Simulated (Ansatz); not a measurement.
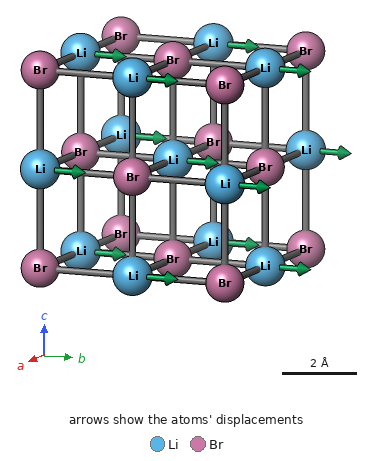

One vibrational mode of solid LiBr (a generated structure) at the zone centre. The green arrows give the relative displacements of the atoms. A ball-and-stick model of the conventional cell (4 times the calculation's cell), seen slightly off an axis. Lengths and directions refer to the drawn axes.

The calculation used Ansatz 0.2.0, DFT PBE, scalar-relativistic, plane waves, PAW.

Input
```yaml
crystal:
  lattice:
    - [0.0, 2.7556943316, 2.7556943316]
    - [2.7556943316, 0.0, 2.7556943316]
    - [2.7556943316, 2.7556943316, 0.0]
  atoms:
    - { symbol: Li, position: [0.5, 0.5, 0.5] }
    - { symbol: Br, position: [0.0, 0.0, 0.0] }
basis:
  ecutwfc: 420
kpoints:
  mp_grid: { grid: [8, 8, 8] }
hamiltonian:
  xc: pbe
scf:
  occupations: { method: fixed }
output:
  eigenvalues: true
phonons:
  method: dfpt
  dielectric: true
  rigid_motions: translations
  eigenvectors: true
  qmesh: [4, 4, 4]
  temperatures: { t_max: 1000, t_step: 100 }
  qpath:
    path:
      - [[0.0, 0.0, 0.0], [0.5, 0.0, 0.5], [0.625, 0.25, 0.625]]
      - [[0.375, 0.375, 0.75], [0.0, 0.0, 0.0], [0.5, 0.5, 0.5], [0.5, 0.25, 0.75], [0.5, 0.0, 0.5]]
    npoints: 8
```

Command:
```bash
ansatz run input.yaml --threads 1 --pin off --max-ram 2560MiB --backend cpu --events-out ev --progress --plain --runs-dir out
```

Frequencies are those without the non-analytic (LO–TO) term.

Describe the mode and give its frequency.

Answer. This is the T₁u mode (triply degenerate; one member of the set is drawn) at 4.22 THz, the only optical level, infrared-active by symmetry. The Li sublattice moves against the Br sublattice, along b; it stretches the shortest Br–Li bonds (2.76 Å); the kinetic energy is shared as Li 92 %, Br 8 %. Its infrared intensity is 17 (D/Å)²/amu for the set. The value is the transverse one; the longitudinal partner lies at 321 cm⁻¹.
